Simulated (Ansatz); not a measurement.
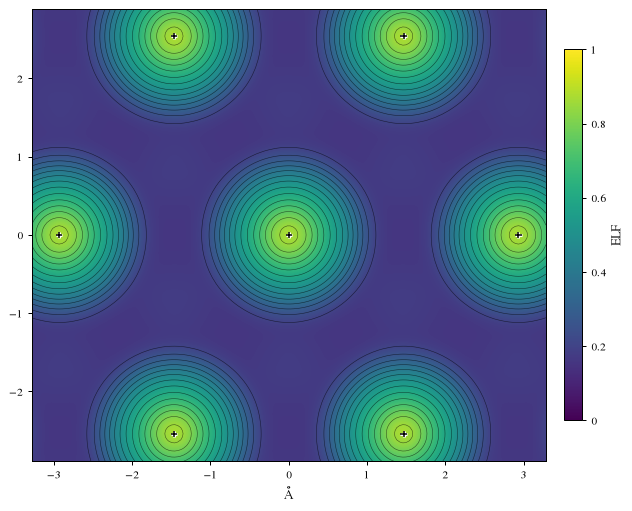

The ELF on a plane through atoms (crosses mark nuclei in the plane).

Computed with Ansatz 0.2.0, DFT PBE, scalar-relativistic, plane waves, PAW.

Candidates:
A. Ag, a = 4.15 Å, b = 4.15 Å, c = 4.15 Å, α = 90.00°, β = 90.00°, γ = 90.00°. Space group Fm-3m; a structure from a database of computed crystals, not necessarily the ambient phase; computed without spin polarisation.
B. Sn, a = 3.23 Å, b = 3.23 Å, c = 5.92 Å, α = 90.00°, β = 90.00°, γ = 90.00°. Space group I4/mmm; changed on purpose from its base cell (strain +0.015 along x and y, +0.015 along z, atoms carried along); computed pressure about −3 GPa in this cell.
C. GaP, a = 5.51 Å, b = 5.51 Å, c = 5.51 Å, α = 90.00°, β = 90.00°, γ = 90.00°. Space group F-43m; a structure from a database of computed crystals, not necessarily the ambient phase.

Which candidate gave the map?

Candidate A: Ag on the (111) plane of the conventional cell, which holds Ag. Ag–Ag (2.93 Å): the ELF is about 0.15 at the midpoint (no shared electron pair shows on this line).
